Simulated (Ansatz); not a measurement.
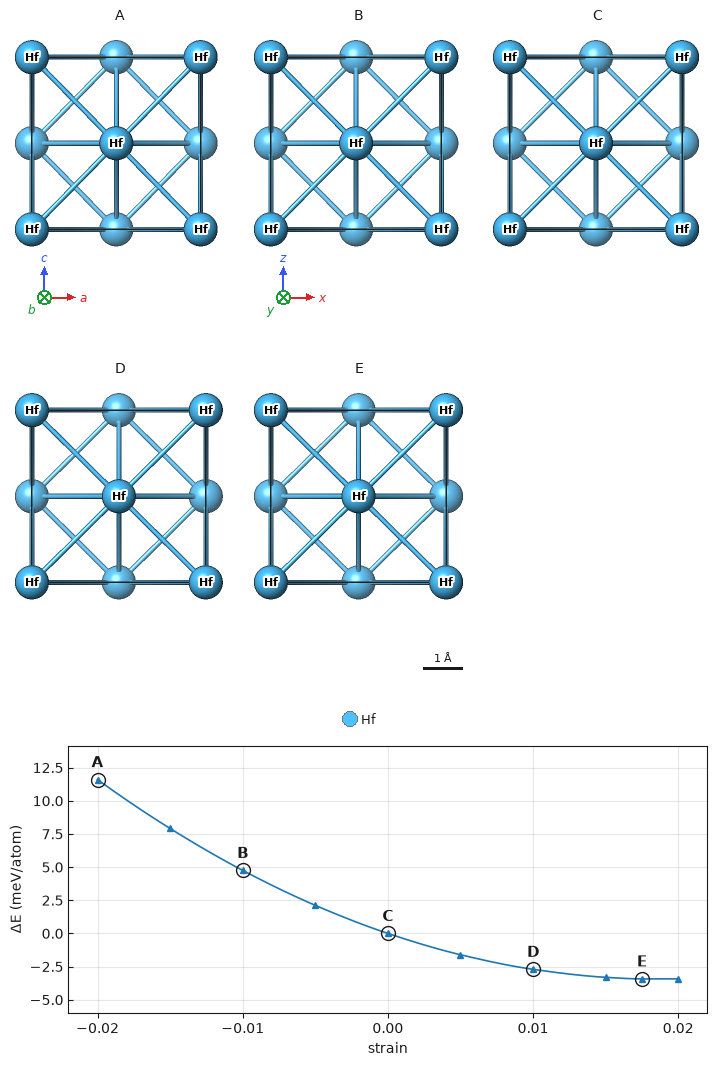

Energy scan for a crystal of Hf (Fm-3m), in which the cell is strained along x alone, with the atoms kept at their fractional coordinates. x, y and z are the Cartesian axes of the input. The lettered frames are marked on the plot. Style: ball-and-stick. Shown: the conventional cell (4 times the calculation's cell), along the b axis. Lengths and directions refer to the drawn axes.

Computed with DFT r2SCAN, scalar-relativistic, plane waves, PAW in Ansatz 0.2.0. Set-up: plane-wave cutoff 500 eV; k-point mesh 18 × 18 × 18; occupations gaussian; smearing width 0.15 eV; no spin polarisation. Energies (free energies at the smearing named) are counted from the cell as listed in its source, which wasn't relaxed.

Question: Read off the main features of the energy profile.

Answer: Of the computed points the lowest is at the strain 0.0175, −3.4 meV/atom. At the ends of the scan the energy is 11.6 meV/atom (−0.02) and −3.4 meV/atom (0.02). The unrelaxed reference is under a pressure of 2.7 GPa, which tilts the curve. The distortion takes the space group from Fm-3m to I4/mmm. At the strain −0.02 the cell of the drawing goes a 4.440 → 4.351 Å.

The computed points:

```
 strain  ΔE (meV/atom)
−0.0200           11.6
−0.0150            7.9
−0.0100            4.8
−0.0050            2.1
 0.0000            0.0
 0.0050           −1.6
 0.0100           −2.7
 0.0150           −3.3
 0.0175           −3.4
 0.0200           −3.4
```
